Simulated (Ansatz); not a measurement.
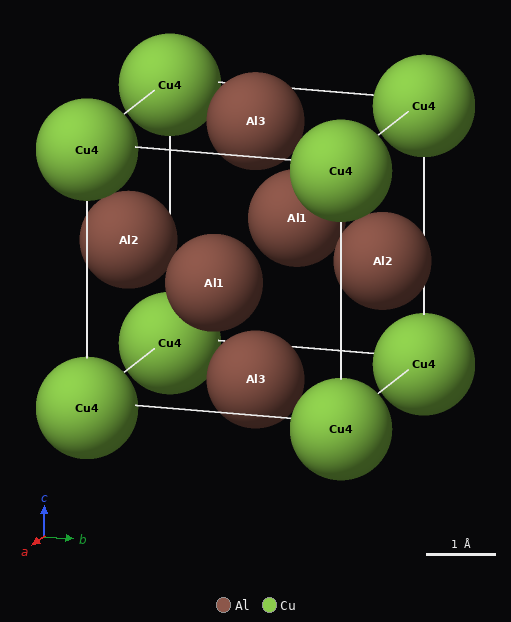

**Figure 1.** The structure as given in the input (spheres-only view of the cell of the calculation, seen slightly off an axis; atoms are numbered from 1 in the order of the input). An atom can appear more than once, as a periodic image.

# Two runs on Al3Cu

System: Al3Cu (P4mm, 4 atoms in the cell).
Method of the first run: DFT r2SCAN, scalar-relativistic, plane waves, PAW, no spin polarisation (Ansatz 0.2.0).

The structure derives from a Materials Project entry. Text and figures count atoms from 1; the logs count them from 0 in places.

The input, the first run:
```yaml
crystal:
  lattice:
    - [3.8891206689, 0.0, 0.0]
    - [0.0, 3.8891206689, 0.0]
    - [0.0, 0.0, 3.8891206689]
  atoms:
    - { symbol: Al, position: [0.0, 0.5, 0.5] }
    - { symbol: Al, position: [0.5, 0.0, 0.5] }
    - { symbol: Al, position: [0.5, 0.5, 0.0] }
    - { symbol: Cu, position: [0.0, 0.0, -0.0257127532] }
basis:
  ecutwfc: 500
kpoints:
  mp_grid: { grid: [12, 12, 12] }
hamiltonian:
  xc: r2scan
scf:
  occupations: { method: gaussian, width: 0.15 }
output:
  forces: true
  stress: true
  eigenvalues: true
```

Command:
```bash
ansatz run input.yaml --threads 1 --pin off --max-ram 2560MiB --backend cpu --events-out ev --progress --plain --runs-dir out
```

Hardware: 1 thread of Intel Xeon @ 2.50GHz (Skylake/Cascade Lake), 189 GiB of memory available, shared host.

Output, shortened to warnings, some set-up lines, iterations and results (the first run):
```
Basis set: ecut = 500 eV, 1503 PW (Γ), exchange–correlation on 120×120×120 points (64 copies of the dense FFT grid, shifted against one another)
Symmetry: 8 space group operations
k-points: 196 of 1728 (time reversal used)
Initial density: superposition of atomic densities (neutral atoms: chi_scale 0, normalization atom), corrected by the library's trained network
[...]
SCF iter   1: F=—  HF=-8252.603758 eV  |F-HF|=—  |Δ(HF+E_count)|=         —  Δρ=2.64e-2  dr2=3.02e-1  dr2_τ=1.63e-2  ethr=1.77e-3  ⟨swp⟩=5.8  Hψ=18671  notcnv=0
SCF iter   2: F=—  HF=-8252.634331 eV  |F-HF|=—  |Δ(HF+E_count)|=   3.06e-2  Δρ=2.36e-2  dr2=1.76e-1  dr2_τ=1.60e-3  ethr=1.08e-3  ⟨swp⟩=2.2  Hψ=7568  notcnv=0  defer=26
SCF iter   3: F=—  HF=-8252.588135 eV  |F-HF|=—  |Δ(HF+E_count)|=   4.62e-2  Δρ=4.60e-3  dr2=1.71e-2  dr2_τ=2.95e-5  ethr=6.27e-4  ⟨swp⟩=2.0  Hψ=5757  notcnv=0  defer=26
SCF iter   4: F=—  HF=-8252.583950 eV  |F-HF|=—  |Δ(HF+E_count)|=   4.19e-3  Δρ=2.34e-3  dr2=1.77e-3  dr2_τ=2.02e-5  ethr=6.12e-5  ⟨swp⟩=1.3  Hψ=5401  notcnv=0  defer=26
SCF iter   5: F=—  HF=-8252.584205 eV  |F-HF|=—  |Δ(HF+E_count)|=   2.55e-4  Δρ=6.40e-4  dr2=3.96e-4  dr2_τ=9.62e-7  ethr=6.33e-6  ⟨swp⟩=2.1  Hψ=4770  notcnv=0  defer=26
SCF iter   6: F=—  HF=-8252.584139 eV  |F-HF|=—  |Δ(HF+E_count)|=   6.62e-5  Δρ=4.20e-4  dr2=1.28e-4  dr2_τ=3.30e-7  ethr=1.41e-6  ⟨swp⟩=1.0  Hψ=3502  notcnv=0  defer=26
SCF iter   7: F=—  HF=-8252.584115 eV  |F-HF|=—  |Δ(HF+E_count)|=   2.40e-5  Δρ=1.08e-4  dr2=7.63e-6  dr2_τ=2.56e-8  ethr=4.56e-7  ⟨swp⟩=1.2  Hψ=3857  notcnv=0  defer=26
SCF iter   8: F=—  HF=-8252.584108 eV  |F-HF|=—  |Δ(HF+E_count)|=   6.51e-6  Δρ=9.39e-6  dr2=8.65e-8  dr2_τ=6.46e-10  ethr=3.57e-10  ⟨swp⟩=3.8  Hψ=14511  notcnv=0
SCF iter   9: F=-8252.584108 eV  HF=-8252.584108 eV  |F-HF|=3.92e-9  |Δ(HF+E_count)|=   1.55e-9  Δρ=3.01e-6  dr2=6.50e-9  dr2_τ=2.93e-11  ethr=3.09e-10  ⟨swp⟩=2.2  Hψ=12400  …
SCF 1 converged in 9 iterations: F = -8252.584108 eV  dr2 = 6.50e-9
SCF converged after 9 iterations
Free energy (F): -8252.584108 eV
Harris-Foulkes:  -8252.584108 eV  (|F-HF|=3.92e-9)
Internal energy: -8252.571313 eV  (E = F + TS)
E sigma→0 (E₀):  -8252.577711 eV
Entropy (-TS):   -0.012795 eV (-3.199 meV/atom)
Fermi energy:    10.298926 eV
--- Per-component energies (eV) ---
  E_band       = -472.970745
  E_kinetic    = 370.565732
  E_local      = -6019.157359  (includes V_loc(G=0)·N_el)
  E_nonlocal   = 422.112905
  E_hartree    = 2729.328580
  E_xc         = -194.922784
  E_vxc        = -219.953087  (∫ρ·V_xc dr)
  E_paw        = -3095.830812  (= ΣΔE_a)
  E_vpaw       = -498.200738  (= ΣTr[D̂ρ^β])
  E_aug_tail   = 0.000143  (compensation charges beyond the density's cutoff)
  E_vtau       = 13.011795  (kinetic-family band-sum trace: ∫τ·v_τ [+ j·A + Jᵃ·Aᵃ] dr)
  E_ewald      = -2464.186286
  E_core_change = -0.481432  (= ΣΔE_core)
  E_smearing   = -0.012795  (= −TS)
  E_closure    = -0.000000  (closes the sum)
  Σ components = -8252.584108   (vs F -8252.584108, Δ=0.00e0)
--- Forces (eV/Å), atoms counted from 1 ---
  atom   1  Al    -0.00000000     0.00000000    -0.11874107
  atom   2  Al    -0.00000000     0.00000000    -0.11874107
  atom   3  Al    -0.00000000     0.00000000     0.01965691
  atom   4  Cu     0.00000000     0.00000000     0.21783651
  max |Σ_I F_I| component: 1.13e-5 eV/Å
--- Stress (GPa, compression-positive) ---
        0.136887       0.000000      -0.000000
        0.000000       0.136887       0.000000
       -0.000000       0.000000       0.256494
  P = ⅓ Tr σ = 0.1768 GPa (1.768 kbar)
```

For the second run the input was changed thus:
```diff
-    - { symbol: Cu, position: [0.0, 0.0, -0.0257127532] }
+    - { symbol: Cu, position: [0.0, 0.0, -0.0085623468] }
```

Predict how the results change.

With the same functional and potentials, the second run lies 2.4 meV per atom lower. The pressure goes from 0.18 to 0.00 GPa. The largest force goes from 0.218 to 0.072 eV/Å. The number of SCF iterations is the same.

Output, shortened to warnings, some set-up lines, iterations and results (the second run):
```
Basis set: ecut = 500 eV, 1503 PW (Γ), exchange–correlation on 120×120×120 points (64 copies of the dense FFT grid, shifted against one another)
Symmetry: 8 space group operations
k-points: 196 of 1728 (time reversal used)
Initial density: superposition of atomic densities (neutral atoms: chi_scale 0, normalization atom), corrected by the library's trained network
[...]
SCF iter   1: F=—  HF=-8252.613609 eV  |F-HF|=—  |Δ(HF+E_count)|=         —  Δρ=2.64e-2  dr2=3.03e-1  dr2_τ=1.62e-2  ethr=1.77e-3  ⟨swp⟩=5.8  Hψ=18633  notcnv=0
SCF iter   2: F=—  HF=-8252.644258 eV  |F-HF|=—  |Δ(HF+E_count)|=   3.06e-2  Δρ=2.37e-2  dr2=1.77e-1  dr2_τ=1.60e-3  ethr=1.08e-3  ⟨swp⟩=2.2  Hψ=7567  notcnv=0  defer=26
SCF iter   3: F=—  HF=-8252.597760 eV  |F-HF|=—  |Δ(HF+E_count)|=   4.65e-2  Δρ=4.56e-3  dr2=1.70e-2  dr2_τ=2.81e-5  ethr=6.33e-4  ⟨swp⟩=2.0  Hψ=5753  notcnv=0  defer=26
SCF iter   4: F=—  HF=-8252.593573 eV  |F-HF|=—  |Δ(HF+E_count)|=   4.19e-3  Δρ=2.38e-3  dr2=1.83e-3  dr2_τ=2.07e-5  ethr=6.06e-5  ⟨swp⟩=1.3  Hψ=5417  notcnv=0  defer=26
SCF iter   5: F=—  HF=-8252.593826 eV  |F-HF|=—  |Δ(HF+E_count)|=   2.53e-4  Δρ=6.43e-4  dr2=4.03e-4  dr2_τ=9.30e-7  ethr=6.54e-6  ⟨swp⟩=2.1  Hψ=4721  notcnv=0  defer=26
SCF iter   6: F=—  HF=-8252.593758 eV  |F-HF|=—  |Δ(HF+E_count)|=   6.76e-5  Δρ=4.21e-4  dr2=1.28e-4  dr2_τ=3.32e-7  ethr=1.44e-6  ⟨swp⟩=1.0  Hψ=3502  notcnv=0  defer=26
SCF iter   7: F=—  HF=-8252.593735 eV  |F-HF|=—  |Δ(HF+E_count)|=   2.35e-5  Δρ=1.09e-4  dr2=7.67e-6  dr2_τ=2.56e-8  ethr=4.58e-7  ⟨swp⟩=1.2  Hψ=3857  notcnv=0  defer=26
SCF iter   8: F=—  HF=-8252.593729 eV  |F-HF|=—  |Δ(HF+E_count)|=   5.49e-6  Δρ=9.22e-6  dr2=8.21e-8  dr2_τ=5.40e-10  ethr=3.57e-10  ⟨swp⟩=3.8  Hψ=14519  notcnv=0
SCF iter   9: F=-8252.593729 eV  HF=-8252.593729 eV  |F-HF|=4.76e-9  |Δ(HF+E_count)|=   3.69e-9  Δρ=3.21e-6  dr2=7.21e-9  dr2_τ=3.21e-11  ethr=2.93e-10  ⟨swp⟩=2.2  Hψ=12346  …
SCF 1 converged in 9 iterations: F = -8252.593729 eV  dr2 = 7.21e-9
SCF converged after 9 iterations
Free energy (F): -8252.593729 eV
Harris-Foulkes:  -8252.593729 eV  (|F-HF|=4.76e-9)
Internal energy: -8252.581086 eV  (E = F + TS)
E sigma→0 (E₀):  -8252.587408 eV
Entropy (-TS):   -0.012643 eV (-3.161 meV/atom)
Fermi energy:    10.299950 eV
--- Per-component energies (eV) ---
  E_band       = -472.734235
  E_kinetic    = 370.496945
  E_local      = -6017.822452  (includes V_loc(G=0)·N_el)
  E_nonlocal   = 422.125661
  E_hartree    = 2728.810851
  E_xc         = -194.894842
  E_vxc        = -219.907318  (∫ρ·V_xc dr)
  E_paw        = -3095.851159  (= ΣΔE_a)
  E_vpaw       = -498.245876  (= ΣTr[D̂ρ^β])
  E_aug_tail   = 0.000143  (compensation charges beyond the density's cutoff)
  E_vtau       = 13.004805  (kinetic-family band-sum trace: ∫τ·v_τ [+ j·A + Jᵃ·Aᵃ] dr)
  E_ewald      = -2464.964801
  E_core_change = -0.481432  (= ΣΔE_core)
  E_smearing   = -0.012643  (= −TS)
  E_closure    = 0.000000  (closes the sum)
  Σ components = -8252.593729   (vs F -8252.593729, Δ=0.00e0)
--- Forces (eV/Å), atoms counted from 1 ---
  atom   1  Al    -0.00000000     0.00000000    -0.03923097
  atom   2  Al    -0.00000000     0.00000000    -0.03923097
  atom   3  Al     0.00000000     0.00000000     0.00685623
  atom   4  Cu     0.00000000     0.00000000     0.07160998
  max |Σ_I F_I| component: 4.28e-6 eV/Å
--- Stress (GPa, compression-positive) ---
       -0.003228       0.000000      -0.000000
        0.000000      -0.003228       0.000000
       -0.000000       0.000000       0.010410
  P = ⅓ Tr σ = 0.0013 GPa (0.013 kbar)
```

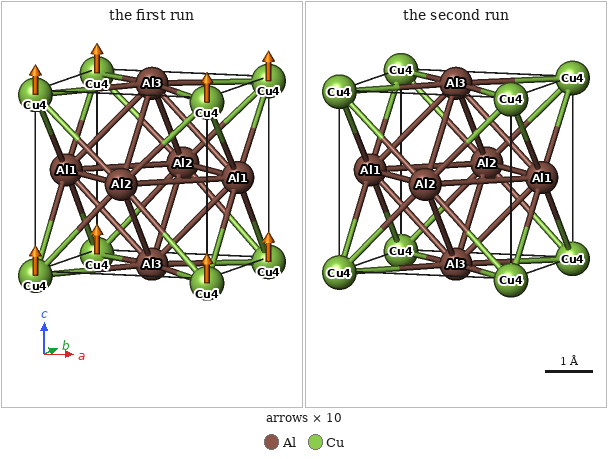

**Figure 2.** The two input geometries at one scale (ball-and-stick view of the cell of the calculation, seen slightly off an axis). The orange arrows on the first give the shifts of the atoms relative to the cell, magnified 10 times. The atom that moves furthest is Cu4 (0.067 Å). Al stays in place. The lattice vectors keep their values. Among the contacts that change: Al1–Cu4 2.822 → 2.774 Å.

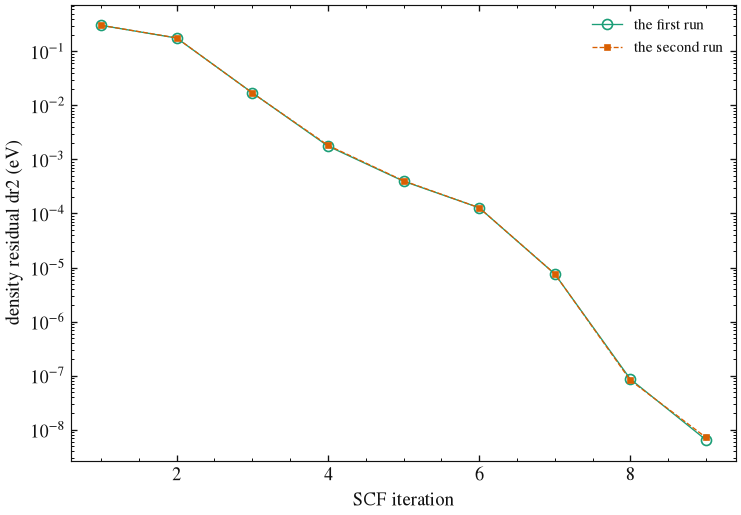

**Figure 3.** Convergence of the two runs: density residual dr2 against the SCF iteration. The first run takes 9 iterations in all, and the second run takes 9.

The two runs side by side:

| quantity | the first run | the second run |
| --- | --- | --- |
| outcome | converged | converged |
| free energy per atom (eV) | −2063.1460 | −2063.1484 |
| energy per atom, smearing taken to zero (eV) | −2063.1444 | −2063.1469 |
| gap on the mesh (eV) | 0.00 | 0.00 |
| pressure (GPa) | 0.18 | 0.00 |
| largest force (eV/Å) | 0.218 | 0.072 |
| SCF iterations | 9 | 9 |
| irreducible k-points | 196 | 196 |
| plane waves at Γ | 1503 | 1503 |
| wall time (shared host) | 84 s | 84 s |
